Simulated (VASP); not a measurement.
SnO2, space group P4_2/mnm (No. 136), a = 4.723 Å, b = 4.723 Å, c = 3.199 Å, α = 90.00°, β = 90.00°, γ = 90.00°

```csv
site,Wyckoff,x,y,z
Sn,2b,0.0000,0.0000,0.5000
O,4f,0.3054,0.6946,0.5000
```

Source: the geometry relaxed with VASP Kohn-Sham DFT of a periodic cell, RPBE with D3(BJ), VASP PAW PBE potentials, recommended in VASP.

Describe the coordination of Sn.

Answer. SnO6: a slightly distorted octahedron (coordination number 6, S = 0.71; next best trigonal prism, S = 15.9). Bonds: 2 × Sn–O 2.04 Å and 4 × Sn–O 2.06 Å. The next neighbour, not counted, lies at 3.20 Å.

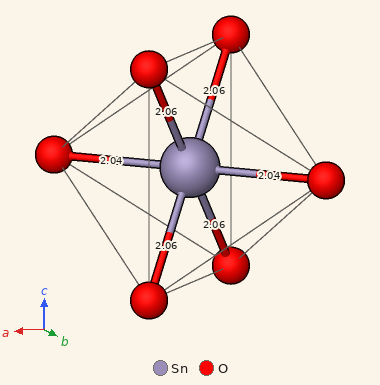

The polyhedron about Sn. The shape measure S (0 to 100) is the computed least-squares distance from an ideal polyhedron; S = 0 means ideal.
